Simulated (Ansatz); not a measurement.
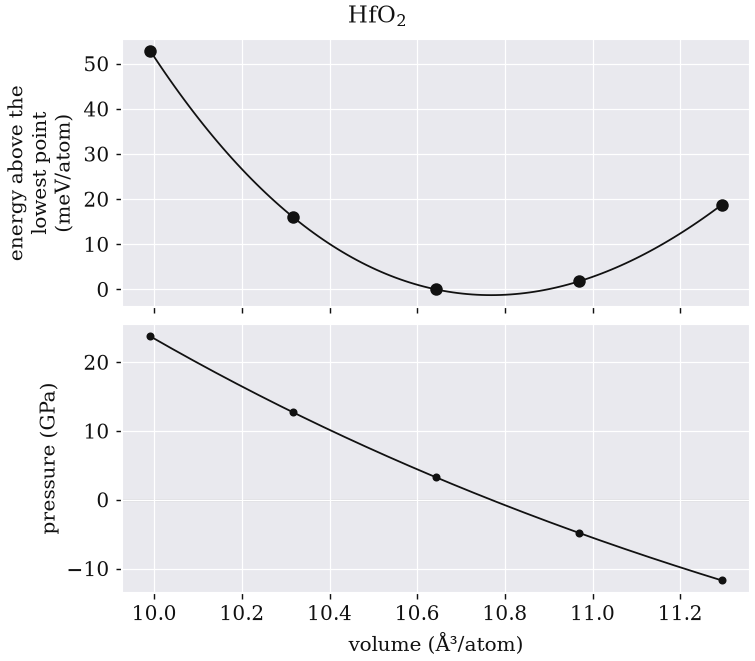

The figure shows the energy above the lowest point and pressure against volume for HfO₂, space group Fm-3m (No. 225) (one of a set of cubic test structures, which need not be the stable phase).

Calculation (Ansatz 0.2.0 development build): equation of state of a cubic crystal from periodic Kohn-Sham density functional theory without spin, third-order Birch-Murnaghan fit to the free energies; pressure corrected for the finite basis. Level: HSE06.

- structure type: fluorite
- atoms in cell: 3
- space group number: 225
- lattice centring: face-centred primitive
- k mesh: 4×4×4
- occupation method: Fermi–Dirac
- occupation width: 0.05 eV
- wave cutoff: 700 eV
- datasets: hard PAW
- density tolerance: 0 eV
- bands: 23
- density cutoff ratio: 4
- search for lower states: default
- exchange singularity: regularized

Q: How stiff is the solid, and where is its volume at rest?

A: A third-order Birch–Murnaghan fit gives V0 = 10.77 Å³/atom, B0 = 271 GPa and B′ = 4.2.

Q: What does the pressure do across the range?

A: It falls from 23.8 GPa at volume 9.99 Å³/atom to −11.7 GPa at 11.29 Å³/atom, and changes sign near 10.77 Å³/atom.

Keep in mind: cubic model structure, not the ambient form; pseudopotentials made with PBE, not this functional.
